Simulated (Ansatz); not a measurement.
C: several calculations on one system

### Vibrations

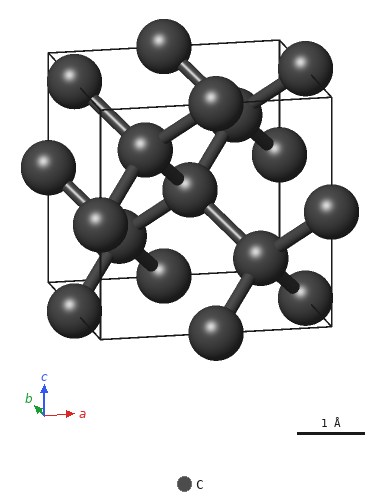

Lattice vibrations of a crystal of C, space group Fd-3m (No. 227), at the zone centre. A ball-and-stick model of the conventional cell (4 times the calculation's cell), seen slightly off an axis. Lengths and directions refer to the drawn axes.

Level of theory: DFT PBE, scalar-relativistic, plane waves, PAW in Ansatz. Set-up: plane-wave cutoff 420 eV; k-point mesh 12 × 12 × 12; occupations fixed; no spin polarisation.

Frequencies are those without the non-analytic (LO–TO) term.

Give the spectrum at this point.

Answer. The calculation's cell holds 2 atoms, so there are 3 optical modes, in 1 level. The optical modes span T₂g. No level is unstable.

```json
{"level": "1", "symmetry": "T₂g", "frequency (cm⁻¹)": "1290", "activity": "Raman-active"}
```

The displacement patterns (one member of each degenerate set):

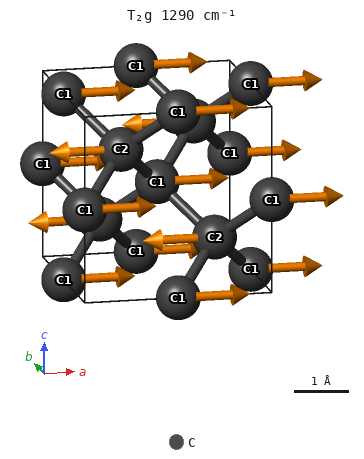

### Vibrations

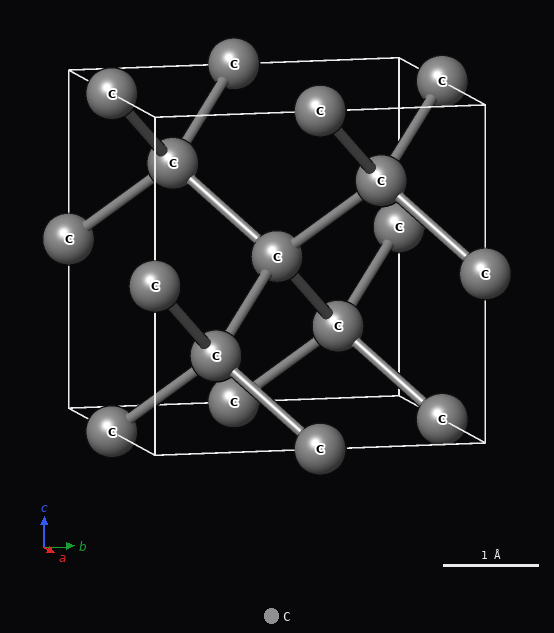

Phonons of a crystal of C at 1.02 times its rest volume, at the zone centre. The picture is a ball-and-stick view of the conventional cell (4 times the calculation's cell), seen slightly off an axis. Lengths and directions refer to the drawn axes.

Level of theory: DFT PBE, scalar-relativistic, plane waves, PAW in Ansatz 0.2.0. Settings: plane-wave cutoff 420 eV; k-point mesh 12 × 12 × 12; occupations fixed; no spin polarisation.

Frequencies are those without the non-analytic (LO–TO) term.

### List the optical modes.

The calculation's cell holds 2 atoms, so there are 3 optical modes, in 1 level. The optical modes span T₂g. No level is unstable.

```json
{"level": "1", "symmetry": "T₂g", "frequency (cm⁻¹)": "1265", "activity": "Raman-active"}
```

The modes drawn as arrows (one member of each degenerate set):

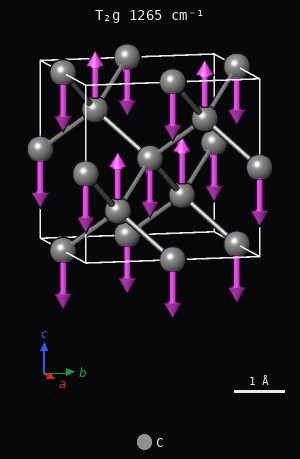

### One mode

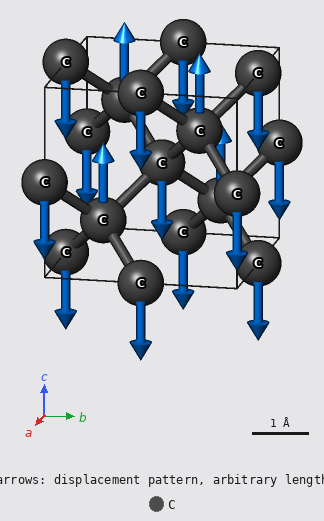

One vibrational mode of solid C relaxed at 15 GPa at the zone centre. The blue arrows are the displacements of the atoms (eigenvector over the root of the mass), of arbitrary overall length and sign. Style: ball-and-stick. Shown: the conventional cell (4 times the calculation's cell), slightly off an axis. Lengths and directions refer to the drawn axes.

Level of theory: DFT PBE, scalar-relativistic, plane waves, PAW in Ansatz.

The input:
```yaml
crystal:
  lattice:
    - [0.0, 1.76648936, 1.76648936]
    - [1.76648936, 0.0, 1.76648936]
    - [1.76648936, 1.76648936, 0.0]
  atoms:
    - { symbol: C, position: [0.5, 0.5, 0.5] }
    - { symbol: C, position: [0.75, 0.75, 0.75] }
basis:
  ecutwfc: 420
kpoints:
  mp_grid: { grid: [12, 12, 12] }
hamiltonian:
  xc: pbe
scf:
  occupations: { method: fixed }
output:
  eigenvalues: true
phonons:
  method: dfpt
  dielectric: true
  rigid_motions: translations
  eigenvectors: true
```

Command:
```bash
ansatz run input.yaml --threads 1 --pin off --max-ram 3072MiB --backend cpu --events-out ev --progress --plain --runs-dir out
```

Frequencies are those without the non-analytic (LO–TO) term.

Describe the mode and give its frequency.

This is the T₂g mode (triply degenerate; one member of the set is drawn) at 165.2 meV, the only optical level, Raman-active by symmetry. All motion is along c; atoms of one kind move against one another, with no net shift of their sublattice.

### One mode

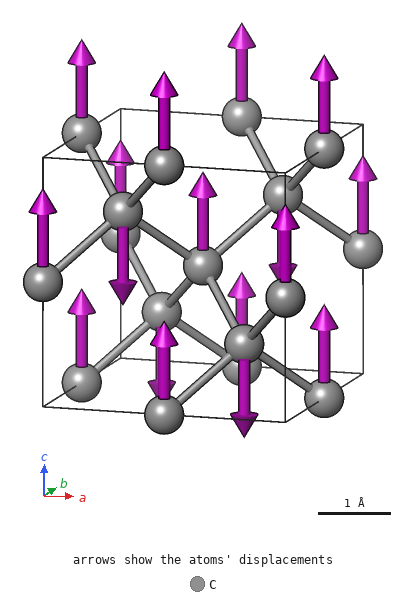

One vibrational mode of a crystal of C relaxed at 3 GPa at the zone centre. Displacements are drawn as purple arrows; their common scale and sign are arbitrary. A ball-and-stick model of the conventional cell (4 times the calculation's cell), seen slightly off an axis. Lengths and directions refer to the drawn axes.

Level of theory: Ansatz, DFT PBE, scalar-relativistic, plane waves, PAW.

Input
```yaml
crystal:
  lattice:
    - [0.0, 1.7817341148, 1.7817341148]
    - [1.7817341148, 0.0, 1.7817341148]
    - [1.7817341148, 1.7817341148, 0.0]
  atoms:
    - { symbol: C, position: [0.5, 0.5, 0.5] }
    - { symbol: C, position: [0.75, 0.75, 0.75] }
basis:
  ecutwfc: 420
kpoints:
  mp_grid: { grid: [12, 12, 12] }
hamiltonian:
  xc: pbe
scf:
  occupations: { method: fixed }
output:
  eigenvalues: true
phonons:
  method: dfpt
  dielectric: true
  rigid_motions: translations
  eigenvectors: true
```

Launched with:
```bash
ansatz run input.yaml --threads 1 --pin off --max-ram 3072MiB --backend cpu --events-out ev --progress --plain --runs-dir out
```

Frequencies are those without the non-analytic (LO–TO) term.

> Describe the mode and give its frequency.

This is the T₂g mode (triply degenerate; one member of the set is drawn) at 161.0 meV, the only optical level, Raman-active by symmetry. All motion is along c; atoms of one kind move against one another, with no net shift of their sublattice.

### Softest mode

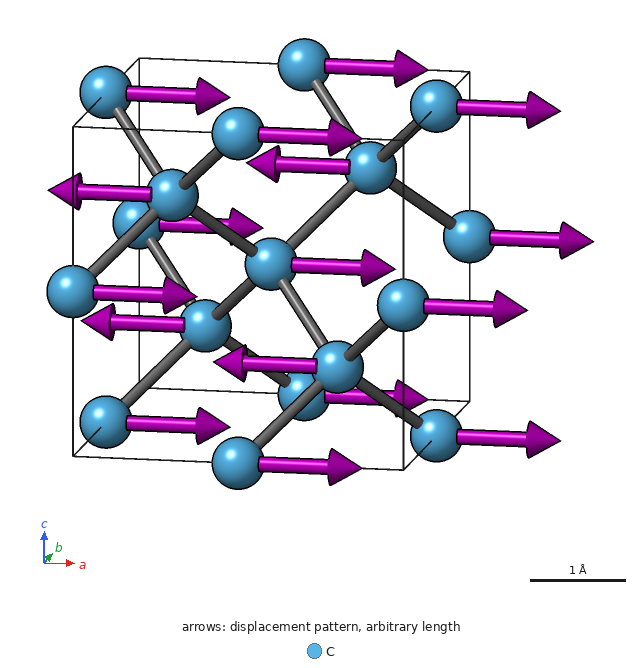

The lowest optical mode of a crystal of C at 0.98 times its rest volume, space group Fd-3m (No. 227), at the zone centre. Displacements are drawn as purple arrows; their common scale and sign are arbitrary. Style: ball-and-stick. Shown: the conventional cell (4 times the calculation's cell), slightly off an axis. Lengths and directions refer to the drawn axes.

These are results of DFT PBE, scalar-relativistic, plane waves, PAW in Ansatz, not measurements. Set-up: plane-wave cutoff 420 eV; k-point mesh 12 × 12 × 12; occupations fixed; no spin polarisation.

Frequencies are those without the non-analytic (LO–TO) term.

Is the structure stable against all modes at this point?

Answer. Yes: this softest mode has a real frequency, and so have all others here. That speaks for this wave vector alone: the rest of the zone wasn't checked in this run. This is the T₂g mode (triply degenerate; one member of the set is drawn) at 39.5 THz, the only optical level, Raman-active by symmetry. All motion is along a; atoms of one kind move against one another, with no net shift of their sublattice.
